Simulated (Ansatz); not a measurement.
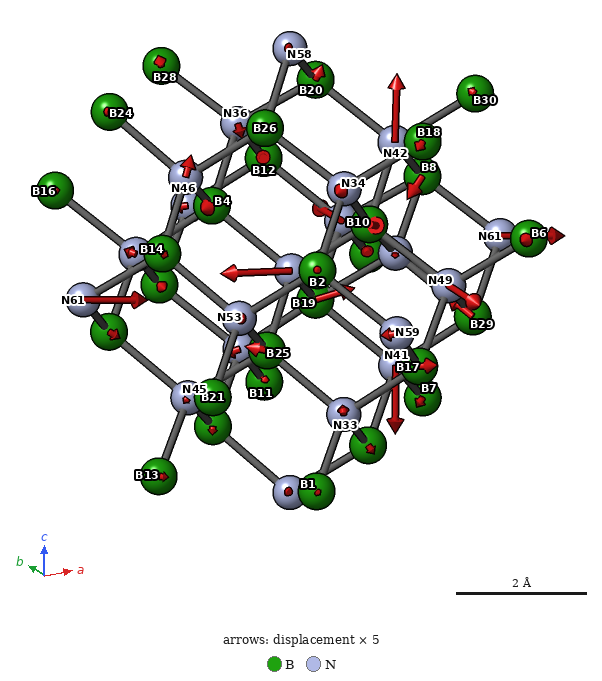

This is a relaxation of a defect cell of composition B32N33 (cell charge −3). The starting structure is drawn; red arrows show the displacements, magnified 5 times.

Style: ball-and-stick. Shown: the atoms within 4.2 Å of the atom that moves most (axes of the cell of the calculation (origin shifted)), from a free direction.

The atoms of the start lie slightly off their symmetric places, so part of the fall in energy undoes that.

Level of theory: Ansatz 0.2.0, DFT, PBEsol, PAW, plane waves. (plane-wave cutoff 420 eV; k-point mesh 1 × 1 × 1; mesh shifted by (0.25, 0.25, 0.25); no spin polarisation; atoms relaxed in a fixed cell; force threshold 0.03 eV/Å; at most 80 steps)

Atoms of which element are displaced furthest, and by how much?

Nitrogen: up to 0.24 Å, against 0.13 Å for boron.

What happened in the run?

After 4 geometry steps the energy has fallen by 10.182 eV per cell of the calculation. Largest force component: 10 eV/Å at the start, 0.017 eV/Å at the end. An N atom moves most: 0.24 Å roughly along −a. By element the largest moves are N 0.24 Å, B 0.13 Å. The lattice vectors keep their values. Some distances before and after: B–N 1.502 → 1.688 Å, B–N 1.560 → 1.735 Å, B–N 1.523 → 1.688 Å, B–N 1.546 → 1.688 Å. Bond angles that change, for instance: B–N–B 109.8° → 87.9°, B–N–B 108.9° → 87.9°, B–N–B 106.6° → 87.9°.

Limits of the set-up: the periodic images lie only 7.2 Å apart, so the values are limited by the cell's size; the cell is charged, on a uniform background, and energies carry no finite-size correction.
